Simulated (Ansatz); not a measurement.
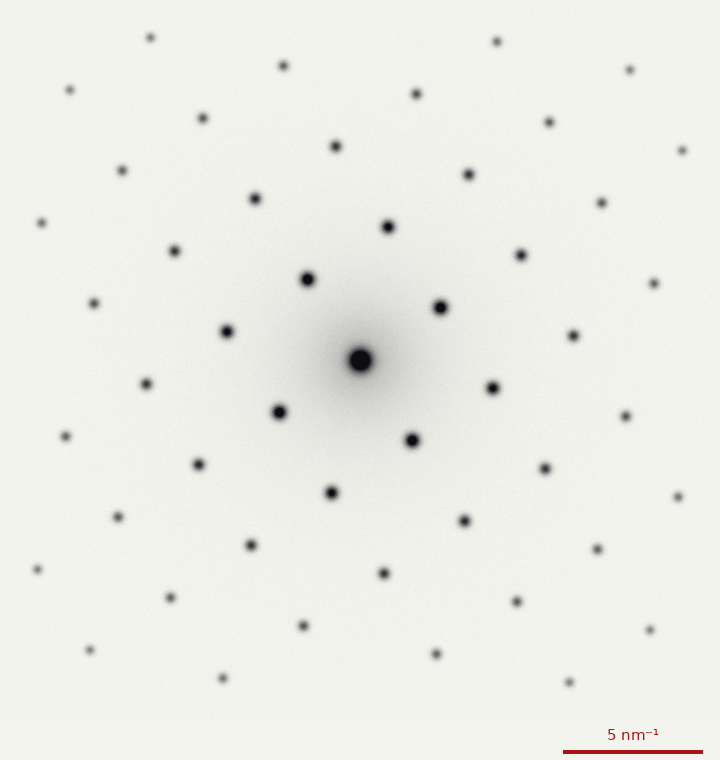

Kinematic zone-axis pattern, calculated for 200 keV electrons with B = 0.5 Å².

### What net do the spots form, and what spacings does it show?

The spots form a square net with both shortest vectors at d = 2.88 Å, 90.0° apart.

### What is the point symmetry of the pattern, intensities included?

4mm. A fourfold pattern needs a tetragonal or cubic crystal seen along a 4 or -4 axis.

### What was simulated?

This cannot be fixed from one zone alone; the pattern is [001] of Tl, space group Im-3m (No. 229), a = 4.07 Å. The net vectors are 1 -1 0 and 1 1 0. Structure: the input geometry of an electronic-structure calculation (not necessarily at equilibrium); the starting structure was generated, so it need not be a known form of this composition.
